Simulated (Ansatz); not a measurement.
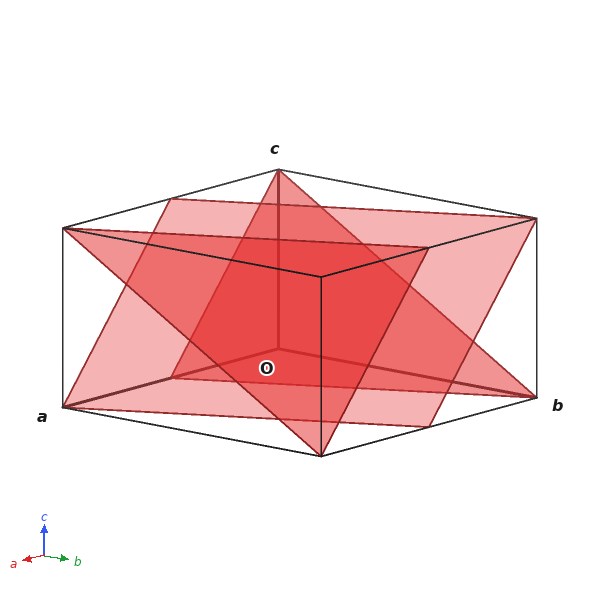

Every member of one family of equally spaced planes, hx + ky + lz = a whole number, that cuts the unit cell is shaded (one member passes through the origin O, touching the cell only at an edge or corner). Crystal: Ge, coordinates from a relaxation with DFT PBEsol, scalar-relativistic, plane waves, PAW (Ansatz 0.2.0). Geometry calculated from the standardised cell; symmetry tolerance 0.002 Å.

a = 5.117 Å, b = 5.119 Å, c = 2.801 Å, α = 90.00°, β = 90.00°, γ = 90.00°.

Q: What are the Miller indices?

A: (2 1 1); the opposite sign names the same planes. The member next to the origin meets the axes a at 1/2, b at 1, c at 1.

Q: What is the spacing?

A: d = 1.772 Å.
